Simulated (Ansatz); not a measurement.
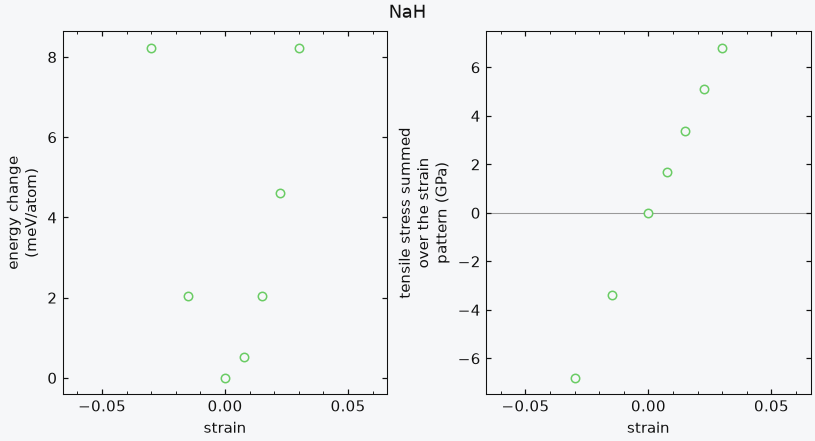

The figure shows the energy change and tensile stress summed over the strain pattern against strain for NaH, space group Pm-3m (No. 221).

The given structure:
```
CELL_PARAMETERS angstrom
2.95512 0.00000 0.00000
0.00000 2.95512 0.00000
0.00000 0.00000 2.95512
ATOMIC_POSITIONS crystal
Na 0.00000 0.00000 0.00000
H 0.50000 0.50000 0.50000
```

Computed with Ansatz 0.2.0: homogeneous strain of a crystal along one Voigt pattern with engineering shear, fractional coordinates fixed, by plane-wave density functional theory with PAW datasets, free energies less that of the undisturbed cell; scalar-relativistic. Level: PBE, no spin polarisation.

- wave cutoff: 420 eV
- k mesh: 10×10×10
- occupations: Gaussian
- smearing width: 0.05 eV
- k shift: (0, 0, 0) (mesh steps)
- start: as given
- strain pattern: (1, -1, 0, 0, 0, 0) (xx yy zz yz xz xy with engineering shear)

The points at strain −0.045, −0.015, 0.03 and 0.06 follow from computed ones by symmetry.

The points at strain −0.0600, −0.0450, 0.0375, 0.0450, 0.0525 and 0.0600 are left out of the plot. What values does the calculation give there?

```
 strain  energy change (meV/atom)  tensile stress summed over the strain pattern (GPa)
-0.0600                     33.09                                                -13.7
-0.0450                     18.55                                                -10.2
 0.0375                     12.87                                                  8.5
 0.0450                     18.55                                                 10.2
 0.0525                     25.29                                                 12.0
 0.0600                     33.09                                                 13.7
```

Limits of the calculation: reference crystal is not relaxed.
